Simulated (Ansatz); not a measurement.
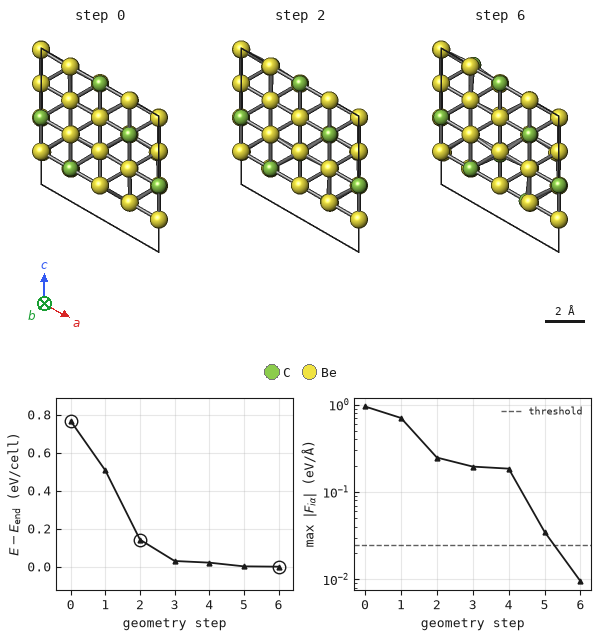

Frames of a relaxation of a defect cell of composition Be$_{31}$C$_{17}$ (cell charge +1), marked on the history of the run. A ball-and-stick model of the cell of the calculation (origin shifted), seen along the b axis.

Case: C on a Be site (c), charge +1, atoms relaxed at the host's cell.

Method: Ansatz 0.2.0, DFT PBE, scalar-relativistic, plane waves, PAW. (plane-wave cutoff 420 eV; k-point mesh 2 × 2 × 2; occupations gaussian; smearing width 0.01 eV; mesh shifted by (0.5, 0.5, 0.5); collinear spin; atoms relaxed in a fixed cell; force threshold 0.025 eV/Å; at most 45 steps)

Q: What happens along the run?

A: The largest moves, 0.25 Å, are those of C atoms. Largest moves by element: C 0.25 Å, Be 0.04 Å. The cell stays as it was. Among the contacts that change: Be–C 1.874 → 2.162 Å, C–C 1.947 → 1.701 Å, Be–C 1.838 → 1.921 Å, Be–C 1.901 → 1.849 Å. Bond angles that change, for instance: C–Be–C 113.5° → 97.4°, C–Be–C 108.6° → 114.7°, C–Be–C 108.5° → 111.7°. The energy falls by 0.766 eV per cell of the calculation in 6 geometry steps. The largest force component goes from 0.95 to 0.0095 eV/Å. The run took 64 s on 4 threads of Arm Neoverse V1, with other jobs on the host, peak memory 1 GiB. From step 0 to 2: C atoms move most (0.17 Å), energy −0.624 eV per cell of the calculation. From step 2 to 6: C atoms move most (0.08 Å), energy −0.142 eV per cell of the calculation.

```json
{"step": "0", "E − E(0), meV/atom": "0.00", "largest force component, eV/Å": "0.9527"}
{"step": "1", "E − E(0), meV/atom": "-5.42", "largest force component, eV/Å": "0.7040"}
{"step": "2", "E − E(0), meV/atom": "-13.00", "largest force component, eV/Å": "0.2479"}
{"step": "3", "E − E(0), meV/atom": "-15.34", "largest force component, eV/Å": "0.1953"}
{"step": "4", "E − E(0), meV/atom": "-15.52", "largest force component, eV/Å": "0.1851"}
{"step": "5", "E − E(0), meV/atom": "-15.93", "largest force component, eV/Å": "0.0349"}
{"step": "6", "E − E(0), meV/atom": "-15.97", "largest force component, eV/Å": "0.0095"}
```

Limits of the set-up: the k-point mesh is coarse for a cell with partly filled bands; the periodic images lie only 7.5 Å apart, so the values are limited by the cell's size; the cell is charged, on a uniform background, and energies carry no finite-size correction.
